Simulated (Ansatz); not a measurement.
**Single-point calculation of Cu**

The run: single-point calculation of Cu (2 atoms in the cell). Method and program: DFT r2SCAN, scalar-relativistic, plane waves, PAW, no spin polarisation (Ansatz 0.2.0).

The structure derives from a Materials Project entry. It belongs to a series of runs on one base structure; here: band edges of the strained film's bulk. Figures and captions count atoms from 1; the log counts them from 0 in places.

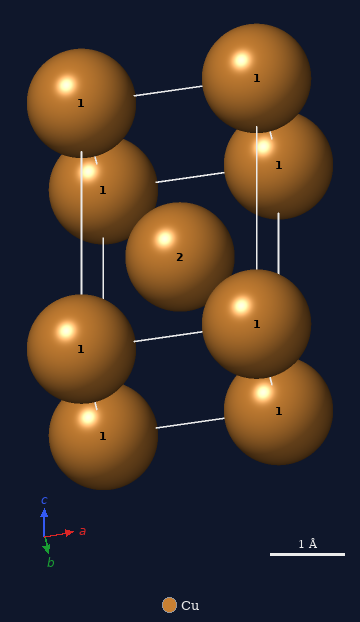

Figure 1. The structure (spheres-only view of the reduced cell, seen at an oblique angle; atoms are numbered from 1 in the order of the input).

### Results in brief

```json
{"quantity": "outcome", "value": "converged"}
{"quantity": "space group (tolerance 0.01 Å)", "value": "I4/mmm (139)"}
{"quantity": "electrons treated", "value": "38"}
{"quantity": "free energy", "value": "−13262.4292 eV"}
{"quantity": "Fermi energy", "value": "16.860 eV"}
{"quantity": "gap on the k-point mesh", "value": "none (metallic)"}
{"quantity": "pressure", "value": "−2.44 GPa"}
{"quantity": "largest force (length of the vector)", "value": "under 0.001 eV/Å"}
{"quantity": "hardware", "value": "8 threads of AMD EPYC (Zen 3), 189 GiB of memory available, shared host"}
{"quantity": "wall time", "value": "30 s (CPU time 1.8 min)"}
{"quantity": "peak memory", "value": "0.65 GiB"}
```

### Input file
```yaml
crystal:
  lattice:
    - [3.8101770334, 0.0, -0.0001376054]
    - [0.0, 3.8101770359, 0.0]
    - [-1.9051483824, 0.0, 1.6056405224]
  atoms:
    - { symbol: Cu, position: [0.0, 0.0, 0.0] }
    - { symbol: Cu, position: [0.5, 0.5, 0.0] }
basis:
  ecutwfc: 500
kpoints:
  mp_grid: { grid: [9, 9, 20] }
hamiltonian:
  xc: r2scan
scf:
  occupations: { method: gaussian, width: 0.1 }
output:
  forces: true
  stress: true
  eigenvalues: true
  write_density: true
  write_potential: true
  elf: true
  volumetric_format: npy
```

Command:
```bash
ansatz run input.yaml --threads 8 --pin off --max-ram 20480MiB --backend cpu --events-out ev --progress --plain --runs-dir out
```

### What the program printed
```
Engine: ansatz 0.2.0, x86_64-unknown-linux-gnu
Pseudopotentials: kind: paw
Pseudopotential: Cu, paw, valence charge 19, recommended cutoff 500 eV (meta_gga), Cu.paw.azcp
Functional definition: r2SCAN
  parameter k0 = 0.174
  parameter k1 = 0.065
  parameter a1 = 4.9479
  exchange = r2scan_x(k0 = k0, k1 = k1, a1 = a1)
  correlation = r2scan_c
Crystal: 2 atoms, lattice volume = 23.309 Å³
Basis set: ecut = 500 eV, 607 PW (Γ), exchange–correlation on 120×120×80 points (64 copies of the dense FFT grid, shifted against one another)
Bands: 23, of which v1, the nominal top of the filled ones, is band 19 counted from 1 (18 counted from 0)
Symmetry: 8 space group operations
Space group: C2/m (ITA 12), of the structure as read, at distance tolerance 2.9e-5 Å
k-points: 455 of 1620
Non-local potential: Cu, projectors of the file, l = 0: 3, l = 1: 2, l = 2: 3, l = 3: 1
PAW form: soft (Blöchl's): semilocal exchange-correlation on the pseudo side does not see the compensation charge
PAW frozen core: Cu, regenerated for the run's functional (the file was generated under x = pbe(κ = 0.804, μ = 0.2195149727645171), c = pbe(β = 0.06672455060314922))
PAW one-centre angular grid: Cu, 590 points (default); XC on 160 Gauss nodes
Initial density: superposition of atomic densities (neutral atoms: chi_scale 0, normalization atom), corrected by the library's trained network
Initial wavefunctions: pseudopotential atomic-orbital guess
Functional: x = r2scan, c = r2scan; τ floored in thin density (d = 2e-4 eV/Å³)
SCF iter   1: F=—  HF=-13262.467485 eV  |F-HF|=—  |Δ(HF+E_count)|=         —  Δρ=4.05e-2  dr2=2.09e-1  dr2_τ=1.59e-3  ethr=1.77e-3  ⟨swp⟩=5.0  Hψ=38206  notcnv=0
preconditioner: auto → none  [metal: Δε(μ)=0.038 eV  Ē_g=11.459 eV  σ=0.100 eV  W_gap=0.21  n_scr=6 (ndim 8)  ℏωp=36.1 eV  f_vac=0.000  D(μ)=0.68/eV (n_scr^D=2)  sad-step TF]
SCF iter   2: F=—  HF=-13262.444444 eV  |F-HF|=—  |Δ(HF+E_count)|=   2.30e-2  Δρ=1.13e-2  dr2=1.04e-2  dr2_τ=2.43e-3  ethr=5.50e-4  ⟨swp⟩=2.1  Hψ=20522  notcnv=0  defer=67
SCF iter   3: F=—  HF=-13262.431027 eV  |F-HF|=—  |Δ(HF+E_count)|=   1.34e-2  Δρ=6.42e-3  dr2=6.40e-3  dr2_τ=5.03e-5  ethr=2.74e-5  ⟨swp⟩=2.0  Hψ=20780  notcnv=0  defer=67
SCF iter   4: F=—  HF=-13262.429137 eV  |F-HF|=—  |Δ(HF+E_count)|=   1.89e-3  Δρ=8.52e-4  dr2=4.92e-5  dr2_τ=4.03e-6  ethr=1.68e-5  ⟨swp⟩=1.9  Hψ=13964  notcnv=0  defer=67
SCF iter   5: F=—  HF=-13262.429236 eV  |F-HF|=—  |Δ(HF+E_count)|=   9.96e-5  Δρ=1.62e-4  dr2=1.14e-6  dr2_τ=9.03e-8  ethr=1.29e-7  ⟨swp⟩=2.0  Hψ=19319  notcnv=0  defer=67
SCF iter   6: F=—  HF=-13262.429246 eV  |F-HF|=—  |Δ(HF+E_count)|=   9.36e-6  Δρ=4.09e-5  dr2=1.21e-7  dr2_τ=5.32e-9  ethr=2.63e-10  ⟨swp⟩=10.0  Hψ=88289  notcnv=0
SCF iter   7: F=-13262.429246 eV  HF=-13262.429246 eV  |F-HF|=7.07e-9  |Δ(HF+E_count)|=   1.67e-7  Δρ=6.79e-6  dr2=7.37e-9  dr2_τ=4.93e-11  ethr=2.63e-10  ⟨swp⟩=8.3  Hψ=68079  notcnv=0
SCF 1 converged in 7 iterations: F = -13262.429246 eV  dr2 = 7.37e-9
  greatest PAW one-centre occupation: 1.000 electrons in one spin orbital (limit 2), on the Cu atom at site 1 (counted from 0), in its partial waves of l = 0
SCF converged after 7 iterations
Free energy (F): -13262.429246 eV
Harris-Foulkes:  -13262.429246 eV  (|F-HF|=7.07e-9)
Internal energy: -13262.425389 eV  (E = F + TS)
E sigma→0 (E₀):  -13262.427318 eV
Entropy (-TS):   -0.003857 eV (-1.928 meV/atom)
Fermi energy:    16.859848 eV
--- Per-component energies (eV) ---
  E_band       = -762.980199
  E_kinetic    = 599.607880
  E_local      = -8074.463384  (includes V_loc(G=0)·N_el)
  E_nonlocal   = 791.358861
  E_hartree    = 3567.590621
  E_xc         = -167.497090
  E_vxc        = -249.178660  (∫ρ·V_xc dr)
  E_paw        = -3356.868750  (= ΣΔE_a)
  E_vpaw       = -983.408411  (= ΣTr[D̂ρ^β])
  E_aug_tail   = 0.000314  (compensation charges beyond the density's cutoff)
  E_vtau       = 17.931878  (kinetic-family band-sum trace: ∫τ·v_τ [+ j·A + Jᵃ·Aᵃ] dr)
  E_ewald      = -6621.551624
  E_core_change = -0.602216  (= ΣΔE_core)
  E_smearing   = -0.003857  (= −TS)
  E_closure    = 0.000000  (closes the sum)
  Σ components = -13262.429246   (vs F -13262.429246, Δ=0.00e0)
--- Forces (eV/Å), atoms counted from 1 ---
  atom   1  Cu    -0.00000000     0.00000000     0.00000000
  atom   2  Cu    -0.00000000    -0.00000000     0.00000000
  max |Σ_I F_I| component: 1.44e-29 eV/Å
--- Stress (GPa, compression-positive) ---
       -3.653259       0.000000       0.025127
        0.000000      -3.635556       0.000000
        0.025127       0.000000      -0.024896
  P = ⅓ Tr σ = -2.4379 GPa (-24.379 kbar)
--- Band table (eV; the first three rows and the last of 455) ---
  k-point 0: bands = ["-99.6241", "-99.6065", "-55.4951", "-55.4281", "-55.3979", "-55.3834", "-55.3827", "-55.3776", "7.0157", "11.6409", "12.3905", "13.5247", "13.5251", "14.0877", "14.2252", "14.7918", "14.9939", "15.0133", "15.4600", "17.1846", "22.8793", "32.4196", "32.4890"]
  k-point 1: bands = ["-99.6234", "-99.6065", "-55.4927", "-55.4284", "-55.4003", "-55.3851", "-55.3844", "-55.3807", "7.1762", "11.7227", "12.4086", "13.5488", "13.5492", "14.1129", "14.1718", "14.7722", "14.9714", "15.0137", "15.0720", "17.7251", "22.9349", "31.2738", "31.4976"]
  k-point 2: bands = ["-99.6215", "-99.6065", "-55.4857", "-55.4292", "-55.4072", "-55.3902", "-55.3893", "-55.3893", "7.6513", "11.9495", "12.4668", "13.6228", "13.6232", "14.0172", "14.1860", "14.4318", "14.7160", "14.9029", "15.0150", "18.8204", "23.1144", "29.2080", "29.6797"]
  k-point 454: bands = ["-99.6097", "-99.6085", "-55.4922", "-55.4882", "-55.4165", "-55.4127", "-55.3899", "-55.3859", "11.3615", "11.6284", "13.3065", "13.3099", "13.8893", "13.9862", "14.3537", "14.4176", "15.1239", "15.1437", "15.2502", "16.1864", "22.2623", "23.2679", "35.0273"]
```

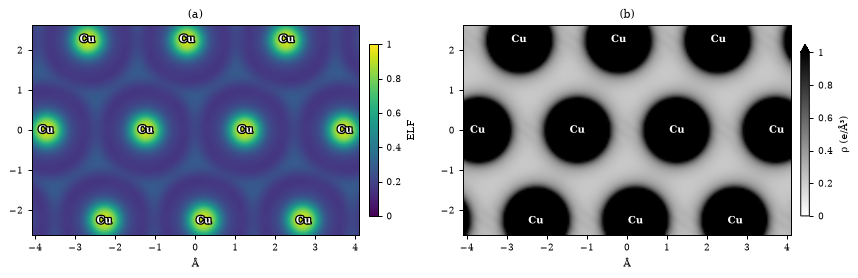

Figure 2. (a) ELF; (b) valence electron density on the (11̄0) plane of the calculation cell. Atoms in the plane: Cu. Cu–Cu (2.49 Å): ρ is about 0.29 e/Å³ halfway; the ELF is about 0.20 at the midpoint (no shared electron pair). Cu–Cu (2.69 Å): ρ is about 0.23 e/Å³ halfway; the ELF is about 0.25 at the midpoint; no localised pair between them. Away from the nuclei the density in this plane falls to 0.22 e/Å³ at its lowest. The strong features right at Cu lie inside the PAW spheres (semicore, d or f shells) and say nothing about bonding. The fields are those of the smooth PAW valence density.

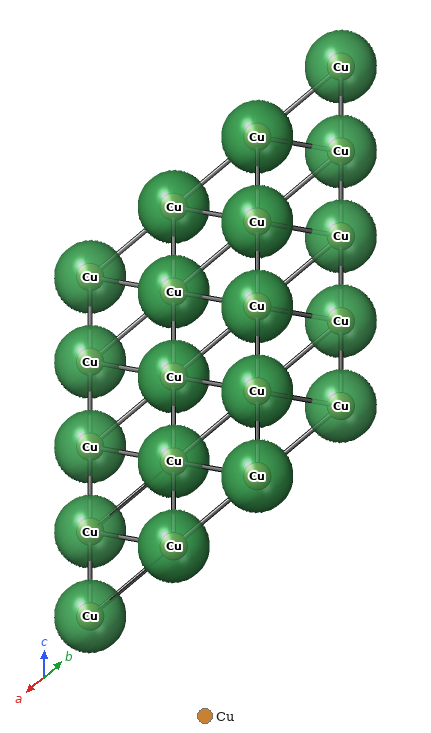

Figure 3. Isosurface of the valence charge density (pseudo) at 0.6 e/Å³ (green), seen along [110]. Sticks mark near contacts. The outline is the calculation cell. At this value the density breaks into separate islands; it holds about 85 % of the electrons treated as valence (semicore included). It is pinched off along the Cu–Cu (2.49 Å) and Cu–Cu (2.69 Å) contacts. On the grid the lowest density along these lines, outside the cores, is 0.29 e/Å³ (Cu–Cu, 2.49 Å) and 0.23 e/Å³ (Cu–Cu, 2.69 Å).
